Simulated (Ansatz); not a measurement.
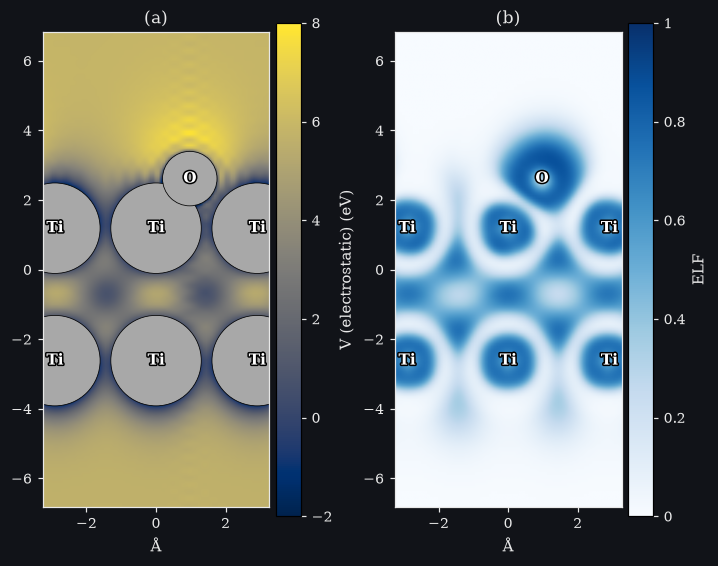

Figure 1: Ti12O (slab). (a) electrostatic potential (local pseudopotential plus Hartree) felt by an electron; (b) ELF on the (100) plane of the calculation cell, a cut from vacuum to vacuum. Grey discs cover the atomic cores in the potential map.

A point of a scan over the structure, not its minimum; not relaxed (largest force 2.0 eV/Å); computed without spin polarisation; PAW files of the earlier set (soft_1).

Level of theory: DFT PBE, scalar-relativistic, plane waves, PAW (Ansatz).

In a PAW calculation such maps are meaningful between the atoms, not at the nuclei.

The calculation's input:

```
crystal:
  lattice:
    - [5.8150893847, 0.0, 0.0]
    - [0.0, 5.8150893847, 0.0]
    - [0.0, 0.0, 19.3059825527]
  atoms:
    - { symbol: Ti, position: [0.25, 0.25, 0.207189662] }
    - { symbol: Ti, position: [0.25, 0.75, 0.207189662] }
    - { symbol: Ti, position: [0.75, 0.25, 0.207189662] }
    - { symbol: Ti, position: [0.75, 0.75, 0.207189662] }
    - { symbol: Ti, position: [0.0, 0.0, 0.3057583567] }
    - { symbol: Ti, position: [0.0, 0.5, 0.3057583567] }
    - { symbol: Ti, position: [0.5, 0.0, 0.3057583567] }
    - { symbol: Ti, position: [0.5, 0.5, 0.3057583567] }
    - { symbol: Ti, position: [0.25, 0.25, 0.4043297217] }
    - { symbol: Ti, position: [0.25, 0.75, 0.4043297217] }
    - { symbol: Ti, position: [0.75, 0.25, 0.4043297217] }
    - { symbol: Ti, position: [0.75, 0.75, 0.4043297217] }
    - { symbol: O, position: [0.25, 0.4166666667, 0.4851336899] }
basis:
  ecutwfc: 420
kpoints:
  mp_grid: { grid: [5, 5, 1] }
hamiltonian:
  xc: pbe
  pseudopotentials: { kind: paw, azcp: { folder: soft_1 } }
scf:
  occupations: { method: gaussian, width: 0.1 }
output:
  forces: true
  eigenvalues: true
  write_density: true
  write_potential: true
  elf: true
  volumetric_format: npy
relax:
  adjacent_minimum: "off"
  f_tol: 0.025
  max_steps: 16
  constraints:
    - { sites: [0, 1, 2, 3, 4, 5, 6, 7, 8, 9, 10, 11] }
    - { sites: [12], fix: xy }
efield:
  axis: 3
  dipole_correction: true
  ramp_width: 0.04
```

Launched as:

```sh
ansatz run input.yaml --threads 4 --pin off --max-ram 12288MiB --backend cpu --events-out ev --progress --plain --runs-dir out
```

The fields are those of the run's last geometry, not of the input's.

Question: What do the fields say about this system?

Answer:
- The section cuts through Ti and O sites.
- Ti–O (1.72 Å): the ELF peaks at about 0.80 in the valence shell of O, 0.5 Å from its nucleus, and is about 0.30 at the midpoint.
- Ti–Ti (2.91 Å): the ELF is about 0.30 at the midpoint; no localised pair shows between them.
- The features right at Ti lie inside the PAW spheres, where the map follows smoothed inner orbitals and isn't to be read closely.
